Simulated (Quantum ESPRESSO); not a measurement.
Single-point calculation, with input and output: Pb (part 1 of 2)

The run: single-point calculation of Pb (C2/m, 2 atoms in the cell). Method and program: Kohn-Sham DFT of a periodic cell, r2SCAN, SG15 PBE 1.2, no spin polarisation (Quantum ESPRESSO 7.5).

The structure derives from a Materials Project entry.

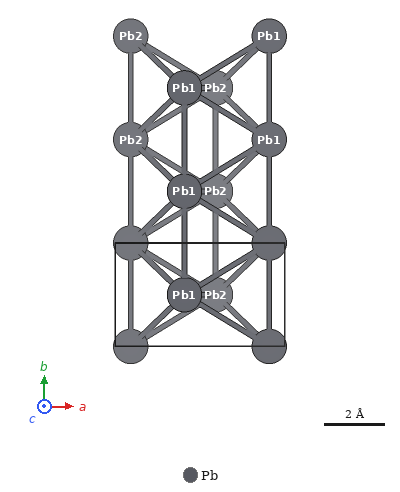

Fig. 1: The structure (ball-and-stick view of the cell 2 times as large as that of the calculation, set on its symmetry axes, repeated 1 × 3 × 1, along the c axis; atoms are numbered from 1 in the order of the input). Near neighbours in the crystal (not all of them lie inside the picture): Pb has 10 Pb at 3.34 to 3.51 Å.

Input
```
&CONTROL
  calculation = 'scf'
  prefix = 'pwscf'
  outdir = './tmp'
  pseudo_dir = './pseudo'
  tprnfor = .true.
  tstress = .true.
  disk_io = 'nowf'
/
&SYSTEM
  ibrav = 0
  nat = 2
  ntyp = 1
  ecutwfc = 56
  nbnd = 21
  input_dft = 'r2scan'
  occupations = 'smearing'
  smearing = 'fd'
  degauss = 0.00367493
  nosym = .true.
  nr1 = 36
  nr2 = 36
  nr3 = 60
/
&ELECTRONS
  conv_thr = 1d-08
  electron_maxstep = 120
  mixing_beta = 0.5
/
ATOMIC_SPECIES
Pb   207.2000 Pb_ONCV_PBE-1.2.upf
CELL_PARAMETERS angstrom
   3.0386068135   -1.7503199600    0.0000000000
   3.0386068135    1.7503199600    0.0000000000
  -2.1154626375    0.0000000000    6.0952248674
ATOMIC_POSITIONS crystal
Pb     0.9085084100    0.9085084100    0.7262922000
Pb     0.0914915900    0.0914915900    0.2737078000
K_POINTS automatic
5 5 3 0 0 0
```

Run on 2 threads of Intel Xeon (Sapphire Rapids), 64 GiB of memory available, shared host.

Launch command:
```bash
OMP_NUM_THREADS=1 mpirun -n 2 pw.x -nk 2 -in pw.in > pw.out
```

Log
```
This program is part of the open-source Quantum ESPRESSO suite
     for quantum simulation of materials; please cite
         "P. Giannozzi et al., J. Phys.:Condens. Matter 21 395502 (2009);
         "P. Giannozzi et al., J. Phys.:Condens. Matter 29 465901 (2017);
         "P. Giannozzi et al., J. Chem. Phys. 152 154105 (2020);
          URL
     in publications or presentations arising from this work. More details at

     IMPORTANT: XC functional enforced from input :
     Exchange-correlation= R2SCAN
                           (   0   0   0   0   0 497 498)
     Any further DFT definition will be discarded
     Please, verify this is what you really want

     K-points division:     npool     =       2
     Subspace diagonalization in iterative solution of the eigenvalue problem:
     a serial algorithm will be used

     G-vector sticks info
     --------------------
     sticks:   dense  smooth     PW     G-vecs:    dense   smooth      PW
     Sum         673     673    203                24757    24757    4153

     Using Slab Decomposition

     bravais-lattice index     =            0
     lattice parameter (alat)  =       6.6267  a.u.
     unit-cell volume          =     437.5304 (a.u.)^3
     number of atoms/cell      =            2
     number of atomic types    =            1
     number of electrons       =        28.00
     number of Kohn-Sham states=           21
     kinetic-energy cutoff     =      56.0000  Ry
     charge density cutoff     =     224.0000  Ry
     scf convergence threshold =      1.0E-08
     mixing beta               =       0.5000
     number of iterations used =            8  plain     mixing
     Exchange-correlation= R2SCAN
                           (   0   0   0   0   0 497 498)

     celldm(1)=   6.626650  celldm(2)=   0.000000  celldm(3)=   0.000000
     celldm(4)=   0.000000  celldm(5)=   0.000000  celldm(6)=   0.000000

     crystal axes: (cart. coord. in units of alat)
               a(1) = (   0.866521  -0.499140   0.000000 )
               a(2) = (   0.866521   0.499140   0.000000 )
               a(3) = (  -0.603268   0.000000   1.738179 )

     reciprocal axes: (cart. coord. in units 2 pi/alat)
               b(1) = (  0.577020 -1.001723  0.200266 )
               b(2) = (  0.577020  1.001723  0.200266 )
               b(3) = ( -0.000000  0.000000  0.575315 )

     PseudoPot. # 1 for Pb read from file:
     Pb_ONCV_PBE-1.2.upf
     Pseudo is Norm-conserving, Zval = 14.0
     Generated using ONCVPSP code by D. R. Hamann
     Using radial grid of  602 points,  8 beta functions with:
                l(1) =   0
                l(2) =   0
                l(3) =   1
                l(4) =   1
                l(5) =   2
                l(6) =   2
                l(7) =   3
                l(8) =   3

     atomic species   valence    mass     pseudopotential
     Pb               14.00   207.20000     Pb( 1.00)

     No symmetry found

   Cartesian axes

     site n.     atom                  positions (alat units)
         1        Pb     tau(   1) = (   1.1363353  -0.0000000   1.2624260  )
         2        Pb     tau(   2) = (  -0.0065603   0.0000000   0.4757532  )

     number of k points=    38  Fermi-Dirac smearing, width (Ry)=  0.0037
                       cart. coord. in units 2pi/alat
        k(    1) = (   0.0000000   0.0000000   0.0000000), wk =   0.0266667
        k(    2) = (   0.0000000   0.0000000   0.1917716), wk =   0.0533333
        k(    3) = (   0.1154040   0.2003447   0.0400531), wk =   0.0533333
        k(    4) = (   0.1154040   0.2003447   0.2318247), wk =   0.0533333
        k(    5) = (   0.1154040   0.2003447  -0.1517184), wk =   0.0533333
        k(    6) = (   0.2308079   0.4006893   0.0801062), wk =   0.0533333
        k(    7) = (   0.2308079   0.4006893   0.2718778), wk =   0.0533333
        k(    8) = (   0.2308079   0.4006893  -0.1116653), wk =   0.0533333
        k(    9) = (   0.1154040  -0.2003447   0.0400531), wk =   0.0533333
        k(   10) = (   0.1154040  -0.2003447   0.2318247), wk =   0.0533333
        k(   11) = (   0.1154040  -0.2003447  -0.1517184), wk =   0.0533333
        k(   12) = (   0.2308079   0.0000000   0.0801062), wk =   0.0533333
        k(   13) = (   0.2308079   0.0000000   0.2718778), wk =   0.0533333
        k(   14) = (   0.2308079   0.0000000  -0.1116653), wk =   0.0533333
        k(   15) = (   0.3462119   0.2003447   0.1201593), wk =   0.0533333
        k(   16) = (   0.3462119   0.2003447   0.3119309), wk =   0.0533333
        k(   17) = (   0.3462119   0.2003447  -0.0716122), wk =   0.0533333
        k(   18) = (  -0.1154040  -0.6010340  -0.0400531), wk =   0.0533333
        k(   19) = (  -0.1154040  -0.6010340   0.1517184), wk =   0.0533333
        k(   20) = (  -0.1154040  -0.6010340  -0.2318247), wk =   0.0533333
        k(   21) = (   0.0000000  -0.4006893   0.0000000), wk =   0.0533333
        k(   22) = (   0.0000000  -0.4006893   0.1917716), wk =   0.0533333
        k(   23) = (   0.0000000  -0.4006893  -0.1917716), wk =   0.0533333
        k(   24) = (   0.2308079  -0.4006893   0.0801062), wk =   0.0533333
        k(   25) = (   0.2308079  -0.4006893   0.2718778), wk =   0.0533333
        k(   26) = (   0.2308079  -0.4006893  -0.1116653), wk =   0.0533333
        k(   27) = (   0.3462119  -0.2003447   0.1201593), wk =   0.0533333
        k(   28) = (   0.3462119  -0.2003447   0.3119309), wk =   0.0533333
        k(   29) = (   0.3462119  -0.2003447  -0.0716122), wk =   0.0533333
        k(   30) = (   0.4616158   0.0000000   0.1602125), wk =   0.0533333
        k(   31) = (   0.4616158   0.0000000   0.3519840), wk =   0.0533333
        k(   32) = (   0.4616158   0.0000000  -0.0315591), wk =   0.0533333
        k(   33) = (   0.0000000  -0.8013786   0.0000000), wk =   0.0533333
        k(   34) = (   0.0000000  -0.8013786   0.1917716), wk =   0.0533333
        k(   35) = (   0.0000000  -0.8013786  -0.1917716), wk =   0.0533333
        k(   36) = (   0.1154040  -0.6010340   0.0400531), wk =   0.0533333
        k(   37) = (   0.1154040  -0.6010340   0.2318247), wk =   0.0533333
        k(   38) = (   0.1154040  -0.6010340  -0.1517184), wk =   0.0533333

     Dense  grid:    24757 G-vectors     FFT dimensions: (  36,  36,  60)

     WARNING: libxc functional with ID  497 depends
      on external parameters: check the user_guide of
      QE if you need to modify them or to check their
      default values.

     WARNING: libxc functional with ID  498 depends
      on external parameters: check the user_guide of
      QE if you need to modify them or to check their
      default values.

     Initial potential from superposition of free atoms

     starting charge      27.7959, renormalised to      28.0000
     Starting wfcs are random

     Self-consistent Calculation

     iteration #  1     ecut=    56.00 Ry     beta= 0.50
     Davidson diagonalization with overlap
     ethr =  1.00E-02,  avg # of iterations =  8.3

     total energy              =    -224.34793828 Ry
     estimated scf accuracy    <      18.19548949 Ry

     iteration #  2     ecut=    56.00 Ry     beta= 0.50
     Davidson diagonalization with overlap
     ethr =  1.00E-02,  avg # of iterations =  1.0

     total energy              =    -224.48753396 Ry
     estimated scf accuracy    <       5.66440459 Ry

     iteration #  3     ecut=    56.00 Ry     beta= 0.50
     Davidson diagonalization with overlap
     ethr =  1.00E-02,  avg # of iterations =  1.0

     total energy              =    -224.49165263 Ry
     estimated scf accuracy    <       0.07798181 Ry

     iteration #  4     ecut=    56.00 Ry     beta= 0.50
     Davidson diagonalization with overlap
     ethr =  2.79E-04,  avg # of iterations =  1.8

     total energy              =    -224.49272798 Ry
     estimated scf accuracy    <       0.00159365 Ry

     iteration #  5     ecut=    56.00 Ry     beta= 0.50
     Davidson diagonalization with overlap
     ethr =  5.69E-06,  avg # of iterations =  5.2

     total energy              =    -224.49299574 Ry
     estimated scf accuracy    <       0.00008025 Ry

     iteration #  6     ecut=    56.00 Ry     beta= 0.50
     Davidson diagonalization with overlap
     ethr =  2.87E-07,  avg # of iterations =  1.8

     total energy              =    -224.49300191 Ry
     estimated scf accuracy    <       0.00000527 Ry

     iteration #  7     ecut=    56.00 Ry     beta= 0.50
     Davidson diagonalization with overlap
     ethr =  1.88E-08,  avg # of iterations =  1.5

     total energy              =    -224.49300205 Ry
     estimated scf accuracy    <       0.00000152 Ry

     iteration #  8     ecut=    56.00 Ry     beta= 0.50
     Davidson diagonalization with overlap
     ethr =  5.42E-09,  avg # of iterations =  2.0

     total energy              =    -224.49300224 Ry
     estimated scf accuracy    <       0.00000063 Ry

     iteration #  9     ecut=    56.00 Ry     beta= 0.50
     Davidson diagonalization with overlap
     ethr =  2.25E-09,  avg # of iterations =  1.0

     total energy              =    -224.49300227 Ry
     estimated scf accuracy    <       0.00000004 Ry

     iteration # 10     ecut=    56.00 Ry     beta= 0.50
     Davidson diagonalization with overlap
     ethr =  1.33E-10,  avg # of iterations =  2.0

     total energy              =    -224.49300228 Ry
     estimated scf accuracy    <       0.00000001 Ry

     iteration # 11     ecut=    56.00 Ry     beta= 0.50
     Davidson diagonalization with overlap
     ethr =  4.59E-11,  avg # of iterations =  2.0

     End of self-consistent calculation

          k = 0.0000 0.0000 0.0000 (  3091 PWs)   bands (ev):

    -5.9903  -5.8523  -5.8514  -5.8490  -5.8481  -5.8456  -5.6947  -5.6896
    -5.6508  -5.6351  -1.1696   1.9350   6.9159  17.2474  17.4119  17.4652
    17.5192  17.6371  20.7385  20.9608  21.8774

          k = 0.0000 0.0000 0.1918 (  3084 PWs)   bands (ev):

    -6.0159  -5.8623  -5.8579  -5.8507  -5.8460  -5.8037  -5.7392  -5.7343
    -5.5969  -5.5822  -0.7861   0.8729   9.0881  13.5269  16.6987  16.7351
    18.3926  18.5221  20.8239  21.3722  21.8737

          k = 0.1154 0.2003 0.0401 (  3094 PWs)   bands (ev):

    -5.9606  -5.8996  -5.8747  -5.7943  -5.7803  -5.7615  -5.7032  -5.6922
    -5.6584  -5.6391  -0.4647   2.4177   7.7552  12.5013  14.0784  15.7127
    16.7793  17.5195  19.7339  20.1889  21.6493

          k = 0.1154 0.2003 0.2318 (  3083 PWs)   bands (ev):

    -5.9931  -5.8842  -5.8701  -5.8099  -5.7895  -5.7617  -5.7321  -5.7063
    -5.6077  -5.5932   0.0411   1.2287  10.4279  11.9780  13.5304  14.8991
    15.3422  17.3128  19.5192  19.5917  21.3070

          k = 0.1154 0.2003-0.1517 (  3089 PWs)   bands (ev):

    -6.0020  -5.8662  -5.8392  -5.8182  -5.7879  -5.7554  -5.7229  -5.7148
    -5.6628  -5.5851  -0.2326   1.7522   9.0558  12.5730  13.8725  15.1028
    15.2534  17.8209  19.3031  21.4189  21.8998

          k = 0.2308 0.4007 0.0801 (  3101 PWs)   bands (ev):

    -5.9895  -5.9422  -5.9179  -5.8813  -5.7762  -5.6656  -5.6633  -5.5891
    -5.5680  -5.5398   1.4276   3.5370   8.0155   8.8815  10.9782  14.2559
    15.2997  15.7493  17.9944  19.1340  19.8352

          k = 0.2308 0.4007 0.2719 (  3096 PWs)   bands (ev):
```
